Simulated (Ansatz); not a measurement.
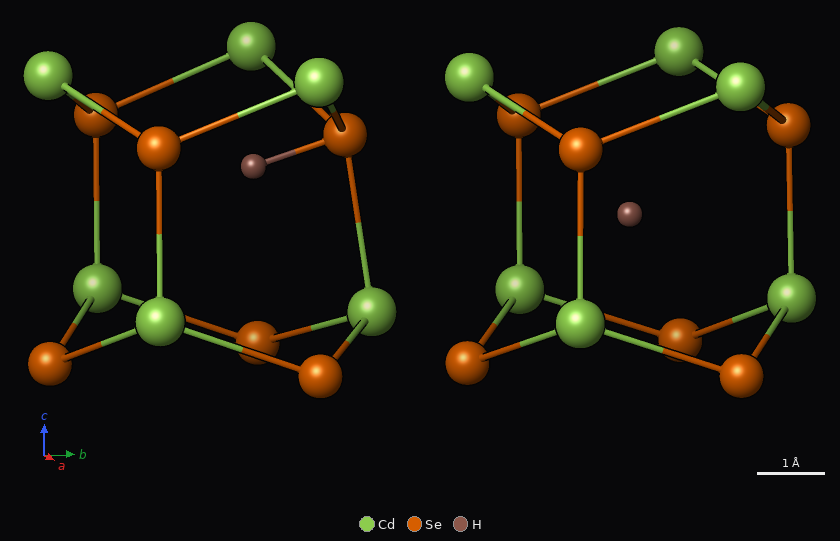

Two geometries of a defect cell of composition Cd₄₈Se₄₈H (cell charge +1), drawn at one scale. One is the start of a relaxation, the other its converged end. The picture is a ball-and-stick view of the atoms within 5.0 Å of the atom that moves most (axes of the cell of the calculation (origin shifted)), seen slightly off an axis.

All numbers below come from DFT, PBEsol, PAW, plane waves in Ansatz 0.2.0. Set-up: plane-wave cutoff 420 eV; k-point mesh 1 × 1 × 1; mesh shifted by (0.25, 0.25, 0.25); no spin polarisation; atoms relaxed in a fixed cell; force threshold 0.03 eV/Å; at most 80 steps.

Which of the two is the end point?

The left one is the relaxed one. The energy falls by 2.513 eV per cell of the calculation in 12 geometry steps. The largest force component goes from 0.54 to 0.0089 eV/Å. The largest move is that of the H atom, 0.98 Å along [0 1 1]. Largest moves by element: H 0.98 Å, Cd 0.58 Å, Se 0.39 Å. The lattice vectors keep their values. Some distances before and after: H–Se 2.779 → 1.489 Å, Cd–Se 2.602 → 2.741 Å, Cd–Se 2.624 → 2.740 Å, Cd–Se 2.696 → 2.612 Å. New bonds form: H–Se (2.78 → 1.49 Å). Bond angles that change, for instance: Cd–Se–Cd 110.2° → 116.6°, Cd–Se–Cd 110.3° → 116.5°. The run took 51 s on 1 × NVIDIA GB300 Max-Q with 8 threads of Arm Neoverse-V2, peak memory 3 GiB.

Limits of the set-up: the cell is charged, on a uniform background, and energies carry no finite-size correction.
